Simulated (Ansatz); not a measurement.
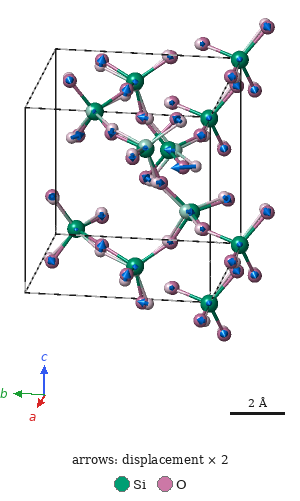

This is a relaxation of a defect cell of composition Si7O16 (cell charge −1). The starting structure is drawn faded, the final one solid; blue arrows show the displacements, magnified 2 times.

The picture is a ball-and-stick view of the cell of the calculation, seen from a free direction.

Method: DFT PBEsol, scalar-relativistic, plane waves, PAW in Ansatz 0.2.0.

The input:
```yaml
crystal:
  lattice:
    - [-4.9817508079, -4.9817508079, 0.0]
    - [-4.9817508079, 4.9817508079, 0.0]
    - [0.0, 0.0, -7.3354258847]
  atoms:
    - { symbol: Si, position: [0.5139071176, 0.4857078611, 0.0020418776] }
    - { symbol: Si, position: [1.0096171056, 0.5129866895, 0.5006297521] }
    - { symbol: Si, position: [0.9977640576, 1.0088054569, 0.0006755068] }
    - { symbol: Si, position: [0.2420182486, 0.2520835739, 0.2379763074] }
    - { symbol: Si, position: [0.2710975438, 0.7529572965, 0.7627778338] }
    - { symbol: Si, position: [0.7335217915, 0.7682117654, 0.2671243732] }
    - { symbol: Si, position: [0.7552222868, 0.2320860244, 0.730614725] }
    - { symbol: O, position: [0.2717665556, 0.0456431573, 0.3364844099], spin: 0.25 }
    - { symbol: O, position: [0.3417738227, 0.5692475033, 0.8794258231] }
    - { symbol: O, position: [0.8323807721, 0.6144603044, 0.3992149067] }
    - { symbol: O, position: [0.8419608383, 0.0576220649, 0.8459544051] }
    - { symbol: O, position: [0.0727840395, 0.2058836009, 0.0910428968] }
    - { symbol: O, position: [0.1132316658, 0.6752466154, 0.6216835108] }
    - { symbol: O, position: [0.6067236014, 0.6575238208, 0.117306091] }
    - { symbol: O, position: [0.5842710856, 0.146948541, 0.595209549], spin: 0.25 }
    - { symbol: O, position: [0.4336127993, 0.3226395618, 0.136609266] }
    - { symbol: O, position: [0.4764078092, 0.8348300293, 0.6799176583], spin: 0.25 }
    - { symbol: O, position: [0.8976754736, 0.8849779576, 0.1605003051] }
    - { symbol: O, position: [0.9229456315, 0.3362793165, 0.6165179768] }
    - { symbol: O, position: [0.1662221596, 0.4276292038, 0.3619215865] }
    - { symbol: O, position: [0.1738566764, 0.9008118714, 0.9035148389] }
    - { symbol: O, position: [0.5891486517, 0.9152381178, 0.3813887772], spin: 0.25 }
    - { symbol: O, position: [0.6681728444, 0.3913033602, 0.8666533173] }
  host:
    lattice:
      - [-2.490875404, 2.490875404, 3.6677129423]
      - [2.490875404, -2.490875404, 3.6677129423]
      - [2.490875404, 2.490875404, -3.6677129423]
    atoms:
      - { symbol: Si, position: [0.0, 0.0, 0.0] }
      - { symbol: Si, position: [0.75, 0.25, 0.5] }
      - { symbol: O, position: [0.375, 0.2214284677, 0.3464284677] }
      - { symbol: O, position: [0.9714284677, 0.625, 0.8464284677] }
      - { symbol: O, position: [0.7785715323, 0.125, 0.1535715323] }
      - { symbol: O, position: [0.875, 0.0285715323, 0.6535715323] }
total_charge: -1
basis:
  ecutwfc: 420
  xc_grid: 2
kpoints:
  mp_grid: { grid: [2, 2, 2], shift: [0.5, 0.5, 0.5] }
hamiltonian:
  xc: pbesol
scf:
  occupations: { method: gaussian, width: 0.02 }
  lower_state_search: "off"
output:
  forces: true
  stress: false
  eigenvalues: true
  populations: true
  charged_corrections:
    defect_position: [0.5, 0.0, 0.5]
    epsilon: [[3.8701, 0.0, 0.0], [0.0, 3.8701, 0.0], [0.0, 0.0, 4.095]]
magnetization:
  spin_polarized: true
relax:
  adjacent_minimum: "off"
  f_tol: 0.03
  max_steps: 40
```

Command:
```bash
ansatz run input.yaml --threads 8 --pin off --max-ram 16384MiB --backend cpu --events-out ev --progress --plain --runs-dir out
```

Question: Atoms of which element are displaced furthest, and by how much?

Answer: Oxygen: up to 0.49 Å, against 0.22 Å for silicon.

Question: What happened in the run?

Answer: O15 moves most: 0.49 Å roughly along +b. Largest moves by element: O 0.49 Å, Si 0.22 Å. The cell stays as it was. Among the contacts that change: Si5–O17 1.672 → 1.619 Å, Si6–O22 1.676 → 1.649 Å, Si6–O10 1.612 → 1.633 Å, Si5–O9 1.629 → 1.649 Å. Bond angles that change, for instance: Si1–O9–Si5 144.0° → 134.3°, Si3–O21–Si5 155.0° → 162.7°, Si3–O18–Si6 158.7° → 165.6°. After 16 accepted moves (20 points after the start) the energy has fallen by 0.387 eV per cell of the calculation. Largest force component: 1.6 eV/Å at the start, 0.027 eV/Å at the end. The line search rejected the trial steps at points 3, 6, 13, 18 of the run.

Limits of the set-up: the periodic images lie only 7.0 Å apart, so the values are limited by the cell's size; the cell is charged, on a uniform background, and energies carry no finite-size correction.
